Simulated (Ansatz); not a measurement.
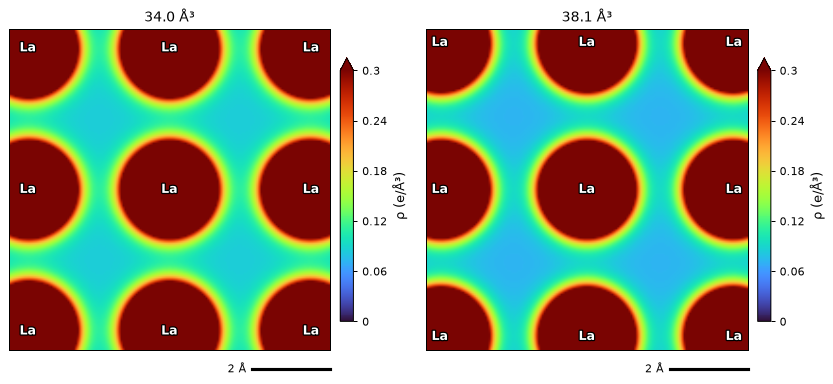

La. The valence charge density (pseudo) of cells scaled evenly to different volumes (given per atom above each panel), on the (101) plane of each (indices in the axes of the cell below), at one length scale and on one colour scale.

A generated structure, not necessarily the stable one; computed without spin polarisation.

Theory: DFT, PBEsol, plane waves (420 eV) with PAW, scalar-relativistic in Ansatz 0.2.0.

In a PAW calculation such maps are meaningful between the atoms, not at the nuclei.

The largest cell:

```cif
data_structure
_symmetry_space_group_name_H-M 'P 1'
_symmetry_Int_Tables_number 1
_cell_length_a 3.7762
_cell_length_b 3.7762
_cell_length_c 3.7762
_cell_angle_alpha 60.000
_cell_angle_beta 60.000
_cell_angle_gamma 60.000
_cell_volume 38.08
loop_
_atom_site_label
_atom_site_type_symbol
_atom_site_fract_x
_atom_site_fract_y
_atom_site_fract_z
_atom_site_occupancy
La1 La 0.00000 0.00000 0.00000 1
```

| volume (Å³/atom) | La–La contact in the plane (Å) | ρ at its midpoint (e/Å³) | 
| --- | --- | --- |
| 34.00 | 3.636 | 0.110 | 
| 35.36 | 3.684 | ? | 
| 38.08 | 3.776 | 0.093 | 

**Estimate the missing row, and compare with the calculation.**

Over the known rows ln ρ falls by 1.20 per Å of La–La distance (the line through the two), which gives 0.104 e/Å³ at 3.684 Å; the calculation gives 0.104 e/Å³.
